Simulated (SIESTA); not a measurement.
## A series of single points on La

System: La (1 atom in the cell).
Method: Kohn-Sham DFT of a periodic cell, PBE, PseudoDojo 0.4 standard, converted to PSML, no spin polarisation (SIESTA 5.4.2).

The 7 runs differ only in the geometry, by an even scaling of the cell at fixed fractional positions. The structure derives from a Materials Project entry.

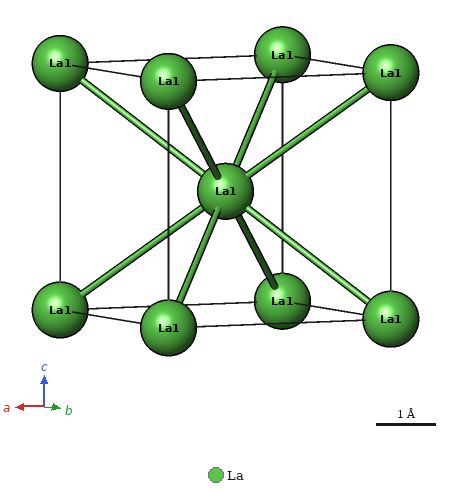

Figure 1. The structure of run 4 (ball-and-stick view of the cell 2 times as large as that of the calculation, set on its symmetry axes, seen at an oblique angle; atoms are numbered from 1 in the order of the input).

## Input of run 4
```
SystemName                      La
SystemLabel                     La
NumberOfSpecies                 1
NumberOfAtoms                   1
%block ChemicalSpeciesLabel
  1  57 La
%endblock ChemicalSpeciesLabel

LatticeConstant                 1.0 Ang
%block LatticeVectors
    -2.1238310710     2.1238310710     2.1238310710
     2.1238310710    -2.1238310710     2.1238310710
     2.1238310710     2.1238310710    -2.1238310710
%endblock LatticeVectors
AtomicCoordinatesFormat         Ang
%block AtomicCoordinatesAndAtomicSpecies
     0.0000000000     0.0000000000     0.0000000000  1
%endblock AtomicCoordinatesAndAtomicSpecies

%block kgrid.MonkhorstPack
    9   0   0  0.0
    0   9   0  0.0
    0   0   9  0.0
%endblock kgrid.MonkhorstPack
XC.Functional                   GGA
XC.Authors                      PBE
PAO.BasisSize                   DZP
PAO.EnergyShift                 0.002 Ry
Mesh.Cutoff                     800 Ry
OccupationFunction              FD
ElectronicTemperature           0.05 eV
MaxSCFIterations                120
SCF.MustConverge                false
SCF.Mixer.Method                Pulay
SCF.Mixer.Weight                0.25
SCF.Mixer.History               8
SCF.DM.Tolerance                5.0e-05
SCF.H.Tolerance                 1.0e-03 eV
WriteForces                     true
Charge.Mulliken                 end
Charge.Hirshfeld                end
Charge.Voronoi                  end
SaveRho                         true
SaveElectrostaticPotential      true
%block PAO.Basis
  La 5
  n=5 0 1
    4.308
  n=6 0 2
    9.500 0.000
  n=5 1 1
    5.098
  n=6 1 1
    9.500
  n=5 2 2
    8.933 0.000
%endblock PAO.Basis
```

Command:
```bash
siesta < La.fdf > La.out 2>&1
```

Lattice vectors (Å) and fractional positions of run 4:
```
  -2.123831    2.123831    2.123831
   2.123831   -2.123831    2.123831
   2.123831    2.123831   -2.123831
La  0.000000  0.000000  0.000000
```

Run 6 has the same physical settings and fractional positions; its lattice vectors (Å) are:
```
  -2.151779    2.151779    2.151779
   2.151779   -2.151779    2.151779
   2.151779    2.151779   -2.151779
```

## Results, with one run withheld

```tsv
run	volume per atom (Å³)	free energy per atom, from the lowest run given (meV)	pressure (GPa)
1	36.020	42.74	3.76
2	36.787	26.77	2.92
3	37.553	14.85	2.10
4	38.320	6.55	1.41
5	39.086	1.33	0.78
6	39.852	?	?
7	40.619	0.00	−0.39
```

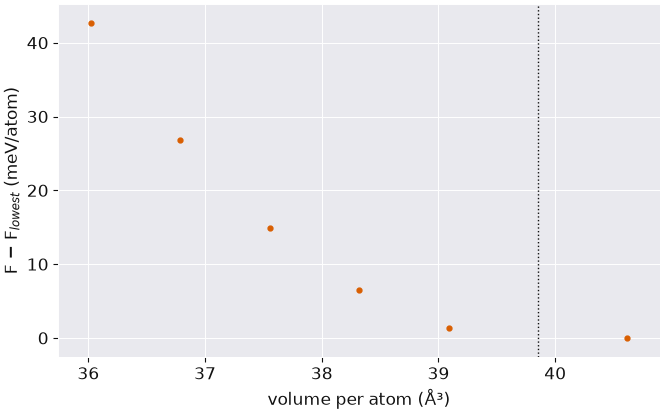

Figure 2. Free energy per atom of the runs given; the dotted line marks run 6.

What should run 6 give?

A cubic polynomial in V^(−2/3) (the Birch–Murnaghan form), fitted to the 6 runs given, misses them by at most 0.08 meV per atom. With x = V^(−2/3) − 0.08845 Å⁻², it reads F = 9.3948 + 6737.5 x + 1.1089e+06 x² − 2.6452e+06 x³ (meV per atom). At run 6 it gives −0.69 meV per atom, and the run itself gives −0.77. The slope of the fit gives a pressure −dF/dV of 0.14 GPa there, and the run prints 0.11 GPa. The fit has its minimum at 40.038 Å³ per atom, where V d²F/dV² gives 29.4 GPa: the bulk modulus at this level, since symmetry fixes the shape and the positions.

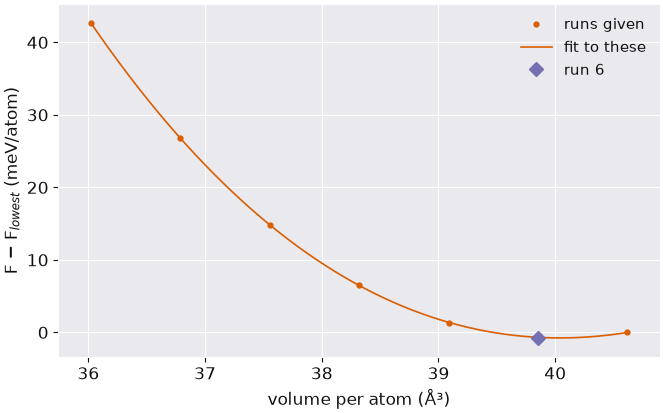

Figure 3. The fit and the withheld run.

## Some lines of the output (run 6)
```
[...]
outcell: Cell volume (Ang**3)        :     39.8523
stepf: Fermi-Dirac step function
siesta: Etot    =      -954.814988
siesta: FreeEng =      -954.840625
        iscf     Eharris(eV)        E_KS(eV)     FreeEng(eV)     dDmax    Ef(eV) dHmax(eV)
siesta: E_KS(eV) =             -954.8434
siesta: E_KS - E_eggbox =      -954.8434
siesta: Etot    =      -954.843396
siesta: FreeEng =      -954.868975
siesta:         Fermi =      -5.459021
siesta: Cell volume =         39.852286 Ang**3
    Orbital volume contribution        =           2.481819 eV
```

Notes: With a small basis of atomic orbitals these values can differ much from converged plane-wave results.
